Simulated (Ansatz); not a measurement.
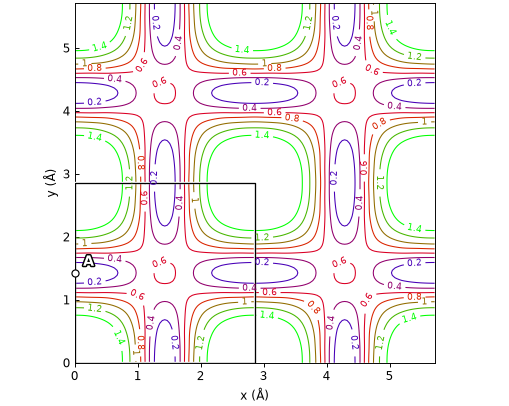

O on an Al(100) slab cut from the Fm-3m phase, its upper half relaxed before the scan (12 atoms of substrate and one adsorbate in a 2 × 2 cell). O is moved over the surface cell; relaxed at each place: the height of the adsorbate's atoms; substrate rigid; the origin of the map has the adsorbate above Al9. Places are given modulo a cell vector. The map is drawn in real space over the plane of the surface. The grid has 6 × 6 points; 10 points were computed and 26 follow by symmetry. Places are given in fractions of the 1 × 1 surface cell. Energies are in eV, from the lowest grid point. All numbers below come from DFT PBE, scalar-relativistic, plane waves, PAW (Ansatz 0.2.0). Settings: cutoff 420 eV, k-mesh 5×5×1, gaussian smearing 0.1 eV, no spin polarisation.

The picture shows contour lines labelled in eV (none above 1.4), the outline of one cell of the 2 × 2 shown, the point A. Between grid points the surface is interpolated.

Question: Find the lowest pass out of the well at A.

Answer: The easiest path leads from the well at a bridge site between two Al atoms, (0/6, 3/6) of the cell vectors to a well of about the same depth at a bridge site between two Al atoms, (3/6, 0/6) of the cell vectors. Its highest point lies about 0.54 eV above the bottom of the first well on the interpolated surface, at about (0.40, 0.60) of the cell vectors. This is the barrier on the constrained surface; relaxing the other coordinates would change it.

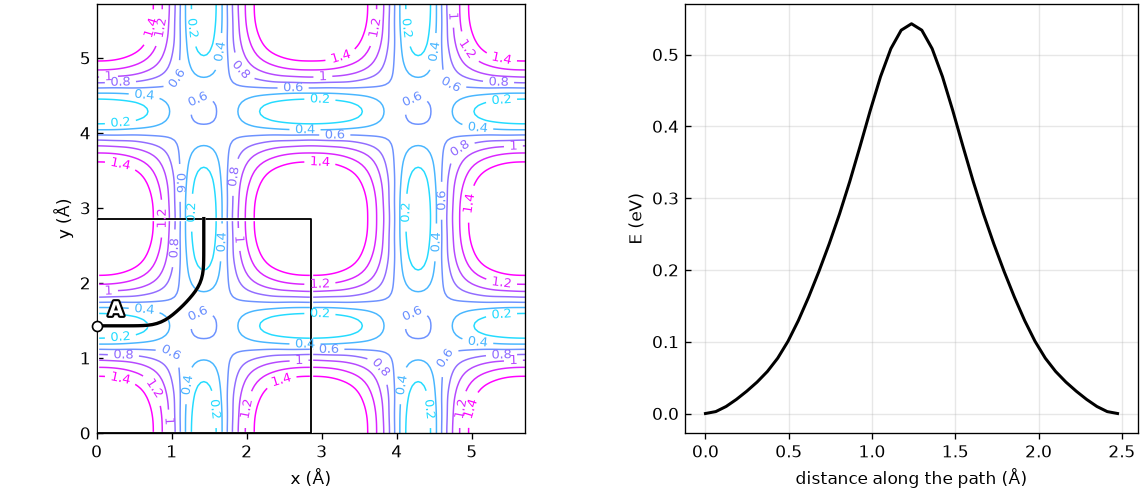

The picture shows contour lines labelled in eV (none above 1.4), a line along the lowest path, the outline of one cell of the 2 × 2 shown, the energy along the path at the right. Between grid points the surface is interpolated.
